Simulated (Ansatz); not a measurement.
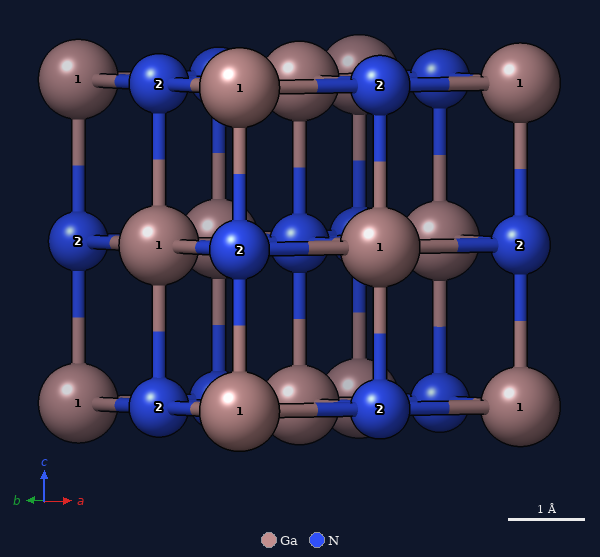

The starting point is a symmetric starting cell of GaN. The picture is a ball-and-stick view of the conventional cell (4 times the calculation's cell), seen from a free direction. Lengths and directions refer to the drawn axes.

Computed with Ansatz, DFT PBE, scalar-relativistic, plane waves, PAW. (plane-wave cutoff 420 eV; k-point mesh 14 × 14 × 14; occupations gaussian; smearing width 0.05 eV; no spin polarisation)

The variant: All lengths are scaled by +1.0 % (volume +3.1 %), the atoms keeping their fractional coordinates. No relaxation follows. The starting cell wasn't computed here and needn't be at equilibrium, so pressure and forces aren't due to the change alone.

What does the calculation give for the changed structure?

The pressure is −6.2 GPa (not all of it need come from the change, since the unchanged cell can be under pressure at this level too). All forces vanish by symmetry. Some distances before and after: Ga–N 2.135 → 2.157 Å. The space group stays Fm-3m (No. 225).
